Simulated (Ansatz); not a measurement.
Run report: HfN, geometry relaxation (part 1 of 2)

HfN (Fm-3m, 2 atoms in the cell), computed with DFT PBEsol, scalar-relativistic, plane waves, PAW, no spin polarisation (Ansatz 0.2.0).

The structure was built on a prototype by a generator; it need not be a known phase.

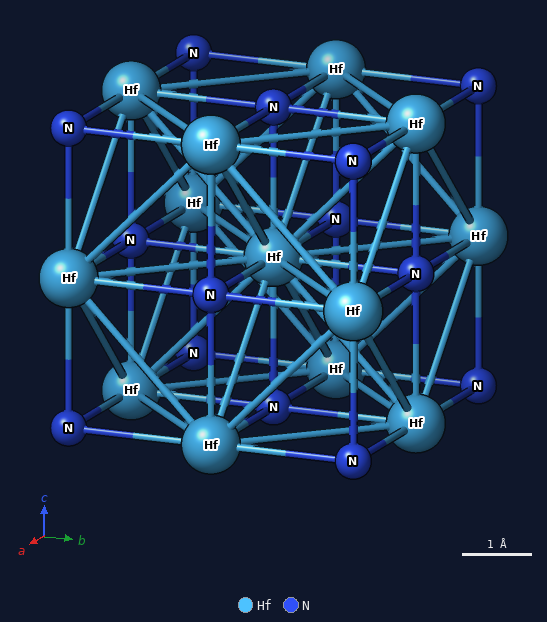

Figure 1. The starting structure (ball-and-stick view of the cell 4 times as large as that of the calculation, set on its symmetry axes, seen slightly off an axis). Near neighbours in the crystal (not all of them lie inside the picture): Hf has 12 Hf at 3.19 Å and 6 N at 2.26 Å; N has 6 Hf at 2.26 Å.

### Summary

```json
{"quantity": "outcome", "value": "converged"}
{"quantity": "space group (tolerance 0.01 Å)", "value": "Fm-3m (225)"}
{"quantity": "electrons treated", "value": "31"}
{"quantity": "free energy", "value": "−15980.2512 eV"}
{"quantity": "Fermi energy", "value": "23.968 eV"}
{"quantity": "gap on the k-point mesh", "value": "none (metallic)"}
{"quantity": "pressure", "value": "0.00 GPa"}
{"quantity": "final volume", "value": "22.80 Å³"}
{"quantity": "largest force (length of the vector) at the end", "value": "under 0.001 eV/Å"}
{"quantity": "final cell", "value": "a = 3.183 Å, b = 3.183 Å, c = 3.183 Å, α = 60.00°, β = 60.00°, γ = 60.00°"}
{"quantity": "hardware", "value": "2 threads of AMD EPYC (Zen 3), 64 GiB of memory available, shared host"}
{"quantity": "wall time", "value": "13 s (CPU time 25 s)"}
{"quantity": "peak memory", "value": "0.5 GiB"}
```

### Notes

Spin–orbit coupling is left out, which matters for Hf. The cell holds an odd number of electrons but the run has no spin polarisation, so it comes out as a metal.

### The input
```yaml
crystal:
  lattice:
    - [0.0, 2.2590026142, 2.2590026142]
    - [2.2590026142, 0.0, 2.2590026142]
    - [2.2590026142, 2.2590026142, 0.0]
  atoms:
    - { symbol: Hf, position: [0.5, 0.5, 0.5] }
    - { symbol: "N", position: [0.0, 0.0, 0.0] }
basis:
  ecutwfc: 420
kpoints:
  mp_grid: { grid: [16, 16, 16] }
hamiltonian:
  xc: pbesol
scf:
  occupations: { method: gaussian, width: 0.1 }
output:
  forces: true
  stress: true
  eigenvalues: true
relax:
  adjacent_minimum: "off"
  f_tol: 0.005
  max_steps: 80
  cell: { stress_tol: 0.05 }
```

Launched with:
```bash
ansatz run input.yaml --threads 2 --pin off --max-ram 4096MiB --backend cpu --events-out ev --progress --plain --runs-dir out
```

### The program's output
```
Engine: ansatz 0.2.0, x86_64-unknown-linux-gnu
Pseudopotentials: kind: paw
Pseudopotential: Hf, paw, valence charge 26, recommended cutoff 420 eV (normal), Hf.paw.azcp
Pseudopotential: N, paw, valence charge 5, recommended cutoff 420 eV (normal), N.paw.azcp
Functional definition: PBEsol
  exchange = pbesol_x
  correlation = pbesol_c
Crystal: 2 atoms, lattice volume = 23.056 Å³
Basis set: ecut = 420 eV, 459 PW (Γ), exchange–correlation on 48×48×48 points (8 copies of the dense FFT grid, shifted against one another)
Bands: 20, of which v1, the nominal top of the filled ones, is band 16 counted from 1 (15 counted from 0)
Symmetry: 48 space group operations
Space group: Fm-3m (ITA 225), of the structure as read, at distance tolerance 2.8e-5 Å
k-points: 145 of 4096
Non-local potential: Hf, projectors of the file, l = 0: 3, l = 1: 2, l = 2: 2, l = 3: 3
Non-local potential: N, projectors of the file, l = 0: 2, l = 1: 2, l = 2: 1
PAW form: soft (Blöchl's): semilocal exchange-correlation on the pseudo side does not see the compensation charge
PAW frozen core: Hf, regenerated for the run's functional, and the local potential with it (the file was generated under x = pbe(κ = 0.804, μ = 0.2195149727645171), c = pbe(β = 0.06672455060314922))
PAW frozen core: N, regenerated for the run's functional, and the local potential with it (the file was generated under x = pbe(κ = 0.804, μ = 0.2195149727645171), c = pbe(β = 0.06672455060314922))
PAW one-centre angular grid: Hf, 590 points (default); XC on 64 Gauss nodes
PAW one-centre angular grid: N, 110 points (default); XC on 64 Gauss nodes
Initial density: superposition of atomic densities (neutral atoms: chi_scale 0, normalization atom), corrected by the library's trained network
Initial wavefunctions: pseudopotential atomic-orbital guess
Functional: x = pbesol(κ = 0.804, μ = 0.12345679012345678), c = pbesol(β = 0.046)
SCF iter   1: F=—  HF=-15980.252766 eV  |F-HF|=—  |Δ(HF+E_count)|=         —  Δρ=8.31e-3  dr2=1.40e-2  ethr=1.77e-3  ⟨swp⟩=4.9  Hψ=12100  notcnv=0
preconditioner: auto → Kerker (q_TF=auto, 2.866 Å⁻¹)  [metal: Δε(μ)=0.004 eV  Ē_g=18.958 eV  σ=0.100 eV  W_gap=0.02  n_scr=14 (ndim 8)  ℏωp=41.6 eV  f_vac=0.000  D(μ)=0.63/eV (n_scr^D=0)]
SCF iter   2: F=—  HF=-15980.248969 eV  |F-HF|=—  |Δ(HF+E_count)|=   3.80e-3  Δρ=2.35e-3  dr2=9.31e-4  ethr=4.50e-5  ⟨swp⟩=1.8  Hψ=4383  notcnv=0
SCF iter   3: F=—  HF=-15980.248754 eV  |F-HF|=—  |Δ(HF+E_count)|=   2.16e-4  Δρ=8.74e-4  dr2=1.21e-4  ethr=3.00e-6  ⟨swp⟩=2.0  Hψ=3360  notcnv=0
SCF iter   4: F=—  HF=-15980.248739 eV  |F-HF|=—  |Δ(HF+E_count)|=   1.47e-5  Δρ=3.29e-4  dr2=1.61e-5  ethr=3.89e-7  ⟨swp⟩=2.0  Hψ=5103  notcnv=0
SCF iter   5: F=—  HF=-15980.248712 eV  |F-HF|=—  |Δ(HF+E_count)|=   2.69e-5  Δρ=9.42e-5  dr2=1.31e-6  ethr=5.20e-8  ⟨swp⟩=2.3  Hψ=5203  notcnv=0
SCF iter   6: F=—  HF=-15980.248713 eV  |F-HF|=—  |Δ(HF+E_count)|=   1.55e-6  Δρ=1.93e-5  dr2=5.85e-8  ethr=3.23e-10  ⟨swp⟩=5.1  Hψ=14658  notcnv=0
SCF iter   7: F=-15980.248713 eV  HF=-15980.248713 eV  |F-HF|=1.48e-8  |Δ(HF+E_count)|=   1.08e-7  Δρ=5.00e-6  dr2=4.24e-9  ethr=1.89e-10  ⟨swp⟩=5.0  Hψ=10889  notcnv=0
SCF 1 converged in 7 iterations: F = -15980.248713 eV  dr2 = 4.24e-9
  greatest PAW one-centre occupation: 0.998 electrons in one spin orbital (limit 2), on the Hf atom at site 0 (counted from 0), in its partial waves of l = 3
relax step   1: F+E_penalty+E_count = -15980.24871335 eV  Δ(F+E_penalty+E_count) = +0.000e0 eV  max|allowed force component| = 1.452e-28 eV/Å  Δτ_max = 0.0000 Å  P = -3.039 GPa  Ω = 23.056 Å³  (7 SCF iters, dr2 threshold 1.00e-7 eV, accepted)
Crystal: 2 atoms, lattice volume = 22.676 Å³
Initial density: handed on by an earlier stage of this run
Initial wavefunctions: those handed on with the density
iter 1 solved again at ethr=3.78e-6 eV; its pass at ethr=3.10e-3 eV (dr2=1.17e-3 eV) is discarded
SCF iter   1: F=—  HF=-15980.251889 eV  |F-HF|=—  |Δ(HF+E_count)|=         —  Δρ=2.26e-3  dr2=1.13e-3  ethr=3.78e-6  ⟨swp⟩=2.2  Hψ=14326  notcnv=0
preconditioner: auto → Kerker (q_TF=auto, 2.874 Å⁻¹)  [metal: Δε(μ)=0.013 eV  Ē_g=19.062 eV  σ=0.100 eV  W_gap=0.07  n_scr=14 (ndim 8)  ℏωp=42.0 eV  f_vac=0.000  D(μ)=0.61/eV (n_scr^D=0)]
SCF iter   2: F=—  HF=-15980.251640 eV  |F-HF|=—  |Δ(HF+E_count)|=   2.49e-4  Δρ=5.27e-4  dr2=6.05e-5  ethr=3.64e-6  ⟨swp⟩=2.0  Hψ=3892  notcnv=0
SCF iter   3: F=—  HF=-15980.251631 eV  |F-HF|=—  |Δ(HF+E_count)|=   9.33e-6  Δρ=2.64e-4  dr2=1.37e-5  ethr=1.95e-7  ⟨swp⟩=2.0  Hψ=4710  notcnv=0
SCF iter   4: F=—  HF=-15980.251632 eV  |F-HF|=—  |Δ(HF+E_count)|=   7.00e-7  Δρ=1.66e-4  dr2=6.44e-6  ethr=4.43e-8  ⟨swp⟩=2.0  Hψ=4640  notcnv=0
SCF iter   5: F=—  HF=-15980.251629 eV  |F-HF|=—  |Δ(HF+E_count)|=   3.07e-6  Δρ=2.90e-5  dr2=1.94e-7  ethr=6.45e-10  ⟨swp⟩=3.8  Hψ=13592  notcnv=0
SCF iter   6: F=-15980.251629 eV  HF=-15980.251629 eV  |F-HF|=7.28e-8  |Δ(HF+E_count)|=   3.06e-7  Δρ=1.42e-5  dr2=3.37e-8  ethr=6.25e-10  ⟨swp⟩=5.2  Hψ=12119  notcnv=0
SCF 2 converged in 6 iterations: F = -15980.251629 eV  dr2 = 3.37e-8
relax step   2: F+E_penalty+E_count = -15980.25162889 eV  Δ(F+E_penalty+E_count) = -2.916e-3 eV  max|allowed force component| = 4.010e-29 eV/Å  Δτ_max = 0.0000 Å  P = +1.690 GPa  Ω = 22.676 Å³  energy of the carried Pulay correction = +1.237e-3 eV  (6 SCF iters, dr2 threshold 2.00e-7 eV, accepted)
Crystal: 2 atoms, lattice volume = 22.810 Å³
iter 1 solved again at ethr=5.01e-7 eV; its pass at ethr=3.10e-3 eV (dr2=1.55e-4 eV) is discarded
SCF iter   1: F=—  HF=-15980.251917 eV  |F-HF|=—  |Δ(HF+E_count)|=         —  Δρ=8.11e-4  dr2=1.47e-4  ethr=5.01e-7  ⟨swp⟩=2.0  Hψ=14010  notcnv=0
preconditioner: auto → Kerker (q_TF=auto, 2.871 Å⁻¹)  [metal: Δε(μ)=0.010 eV  Ē_g=19.045 eV  σ=0.100 eV  W_gap=0.06  n_scr=14 (ndim 8)  ℏωp=41.9 eV  f_vac=0.000  D(μ)=0.62/eV (n_scr^D=0)]
SCF iter   2: F=—  HF=-15980.251883 eV  |F-HF|=—  |Δ(HF+E_count)|=   3.45e-5  Δρ=1.81e-4  dr2=7.35e-6  ethr=4.76e-7  ⟨swp⟩=2.0  Hψ=3870  notcnv=0
SCF iter   3: F=—  HF=-15980.251883 eV  |F-HF|=—  |Δ(HF+E_count)|=   6.66e-8  Δρ=9.20e-5  dr2=1.70e-6  ethr=2.37e-8  ⟨swp⟩=2.0  Hψ=4919  notcnv=0
SCF iter   4: F=—  HF=-15980.251883 eV  |F-HF|=—  |Δ(HF+E_count)|=   1.08e-7  Δρ=5.94e-5  dr2=8.29e-7  ethr=5.49e-9  ⟨swp⟩=2.0  Hψ=4640  notcnv=0
SCF iter   5: F=-15980.251882 eV  HF=-15980.251882 eV  |F-HF|=2.08e-8  |Δ(HF+E_count)|=   3.67e-7  Δρ=9.42e-6  dr2=2.11e-8  ethr=6.45e-10  ⟨swp⟩=3.3  Hψ=12277  notcnv=0
SCF 3 converged in 5 iterations: F = -15980.251882 eV  dr2 = 2.11e-8
relax step   3: F+E_penalty+E_count = -15980.25188236 eV  Δ(F+E_penalty+E_count) = -2.535e-4 eV  max|allowed force component| = 1.975e-29 eV/Å  Δτ_max = 0.0000 Å  P = -0.027 GPa  Ω = 22.810 Å³  energy of the carried Pulay correction = +7.976e-4 eV  (5 SCF iters, dr2 threshold 2.00e-7 eV, accepted)
Initial wavefunctions: pseudopotential atomic-orbital guess (no wavefunctions were taken with the density)
iter 1 solved again at ethr=8.29e-9 eV; its pass at ethr=3.10e-3 eV (dr2=2.57e-6 eV) is discarded
SCF iter   1: F=—  HF=-15980.251144 eV  |F-HF|=—  |Δ(HF+E_count)|=         —  Δρ=5.83e-5  dr2=1.49e-7  ethr=8.29e-9  ⟨swp⟩=3.7  Hψ=21468  notcnv=0
preconditioner: auto → Kerker (q_TF=auto, 2.871 Å⁻¹)  [metal: Δε(μ)=0.011 eV  Ē_g=19.042 eV  σ=0.100 eV  W_gap=0.06  n_scr=14 (ndim 8)  ℏωp=41.9 eV  f_vac=0.000  D(μ)=0.61/eV (n_scr^D=0)]
SCF iter   2: F=—  HF=-15980.251142 eV  |F-HF|=—  |Δ(HF+E_count)|=   1.69e-6  Δρ=3.05e-5  dr2=4.85e-8  ethr=4.80e-10  ⟨swp⟩=2.0  Hψ=4603  notcnv=0
SCF iter   3: F=—  HF=-15980.251142 eV  |F-HF|=—  |Δ(HF+E_count)|=   2.50e-8  Δρ=1.55e-5  dr2=1.05e-8  ethr=1.57e-10  ⟨swp⟩=2.0  Hψ=5045  notcnv=0
SCF iter   4: F=—  HF=-15980.251142 eV  |F-HF|=—  |Δ(HF+E_count)|=   1.16e-8  Δρ=2.24e-6  dr2=5.49e-10  ethr=3.37e-11  ⟨swp⟩=2.0  Hψ=5160  notcnv=0
SCF iter   5: F=—  HF=-15980.251142 eV  |F-HF|=—  |Δ(HF+E_count)|=  1.06e-10  Δρ=1.23e-6  dr2=1.69e-10  ethr=1.77e-12  ⟨swp⟩=2.0  Hψ=5159  notcnv=0
SCF iter   6: F=-15980.251142 eV  HF=-15980.251142 eV  |F-HF|=3.64e-12  |Δ(HF+E_count)|=  5.64e-11  Δρ=1.87e-7  dr2=4.40e-12  ethr=1.00e-12  ⟨swp⟩=4.5  Hψ=15205  notcnv=0
SCF 4 converged in 6 iterations: F = -15980.251142 eV  dr2 = 4.40e-12
relax step   4: F+E_penalty+E_count = -15980.25114186 eV  Δ(F+E_penalty+E_count) = +7.405e-4 eV  max|allowed force component| = 2.183e-29 eV/Å  Δτ_max = 0.0000 Å  P = -0.070 GPa  Ω = 22.810 Å³  stress off target by 6.98e-2 GPa  SCF on the basis re-selected at this cell (its energy is not comparable with the rows above)  (6 SCF iters)
basis re-selected at this cell: Δ(F+E_penalty+E_count) = +7.405e-4 eV, ΔP = -0.043 GPa vs the last step (what re-selecting the basis moved, of the pressure what is left beyond the Pulay correction that the steps carried, after the strain that the cell walked since its last selection, with what the two solves' SCF thresholds leave and, on support functions, any second-order correction that the steps lacked; it is no measure of the basis error at this ecutwfc). This SCF's stress stands 6.98e-2 GPa from its target on what of the cell is left free (relax.cell.stress_tol is 5.00e-2 GPa) and its largest allowed force component is 2.18e-29 eV/Å (relax.f_tol is 5.00e-3 eV/Å): not within both, so this SCF does not close the relaxation
Crystal: 2 atoms, lattice volume = 22.805 Å³
iter 1 solved again at ethr=8.35e-10 eV; its pass at ethr=3.10e-3 eV (dr2=2.59e-7 eV) is discarded
```
